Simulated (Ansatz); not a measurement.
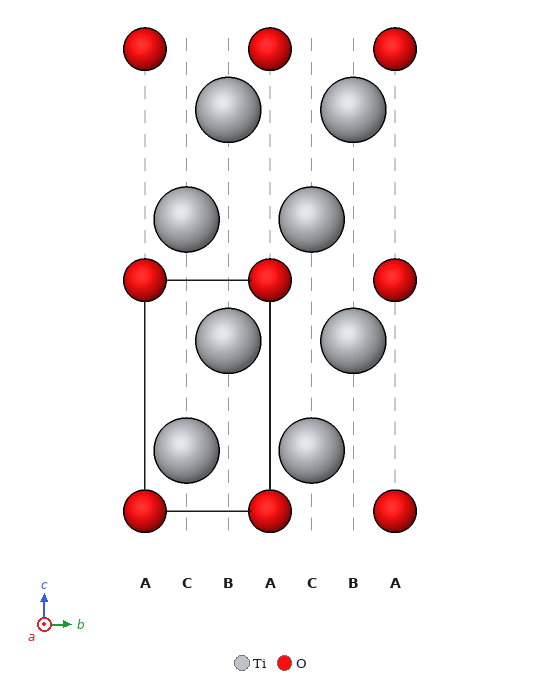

The picture looks along a close-packed row of the hexagonal mesh; c points upwards. The dashed lines mark the three columns A (0, 0), B (1/3, 2/3) and C (2/3, 1/3). The sequence starts with the first layer at or above the cell's origin.

Ti₂O (space group P-3m1, No. 164): the geometry relaxed with Ansatz 0.2.0, DFT PBEsol, scalar-relativistic, plane waves, PAW.

Give the sequence of layers in one repeat, with element and column.

Answer. O(A) – Ti(C) – Ti(B) (three layers in 4.72 Å).
